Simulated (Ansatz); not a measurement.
## Electronic structure of TaN in real space

Input file:

```
crystal:
  lattice:
    - [2.9726295061, -3.124e-07, 0.0017935839]
    - [-1.4863150236, 2.5743731369, 0.0]
    - [1.4879139832, 0.8590475387, 2.6801719065]
  atoms:
    - { symbol: Ta, position: [0.0, 0.0, 0.0] }
    - { symbol: "N", position: [0.0, 0.5, 0.5] }
basis:
  ecutwfc: 420
kpoints:
  mp_grid: { grid: [12, 12, 13] }
hamiltonian:
  xc: pbesol
scf:
  occupations: { method: gaussian, width: 0.1 }
output:
  forces: true
  stress: true
  eigenvalues: true
  write_density: true
  write_potential: true
  elf: true
  volumetric_format: npy
```

Launched as:

```sh
ansatz run input.yaml --threads 2 --pin off --max-ram 5120MiB --backend cpu --events-out ev --progress --plain --runs-dir out
```

Below, planes, directions and counts refer to the conventional cell (a = 2.97 Å, b = 2.97 Å, c = 8.04 Å, α = 90.00°, β = 89.93°, γ = 120.00°).

Space group R-3m; changed on purpose from its base cell (band edges of the strained film's bulk); computed pressure about 9 GPa in this cell.

Theory: DFT PBEsol, scalar-relativistic, plane waves, PAW in Ansatz 0.2.0.

Core electrons are frozen (PAW), and the valence fields are smoothed inside the atomic spheres.

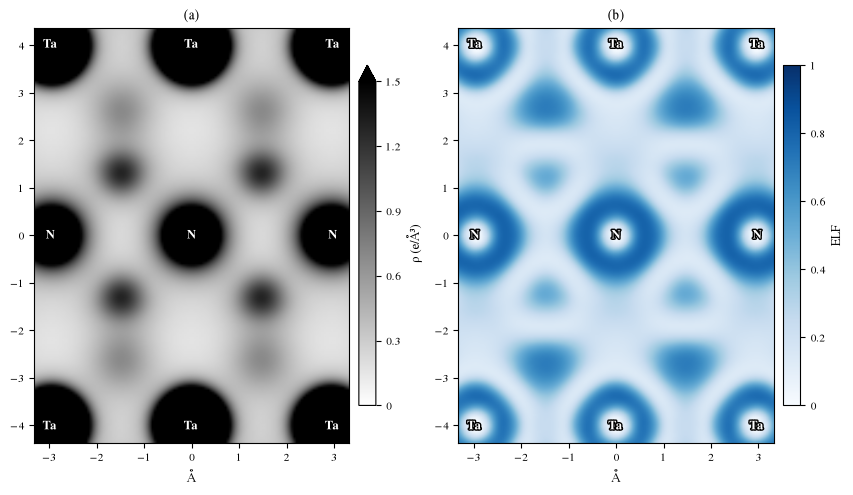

Figure 1. (a) valence electron density; (b) ELF on the (010) plane of the conventional cell.

**What does the map show?**

The plane passes through Ta and N nuclei. Atoms just off the plane (Ta, 0.9 Å away and N, 0.9 Å away) can leave unmarked features too. Ta–Ta (2.97 Å): ρ at the midpoint is about 0.28 e/Å³; the ELF is about 0.25 at the midpoint; no shared electron pair shows on this line. Between the atoms the lowest density in this plane is 0.17 e/Å³. The features right at Ta lie inside the PAW spheres, where the map follows smoothed inner orbitals and isn't to be read closely.

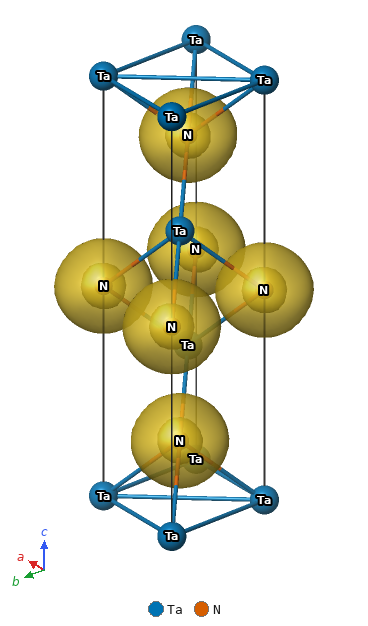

Figure 2. Isosurface of the ELF at 0.65 (yellow), seen at an oblique angle. Core shells and regions of very low density are left out. Sticks mark near contacts.

**Where are the electrons localised?**

The ELF exceeds this value in three regions wrapped around N (the valence shell of each), counted in one cell of 6 atoms. Regions shared between cells count once.


Ta–N (2.18 Å): the ELF peaks at about 0.80 in the valence shell of N, 0.6 Å from its nucleus, and is about 0.15 at the midpoint; no localised pair shows between them.

**Metal or insulator at this level of theory?**

It is metallic or semimetallic at this level of theory: no gap opens; semilocal functionals without U, or without the true magnetic order, often close the gap of such compounds.
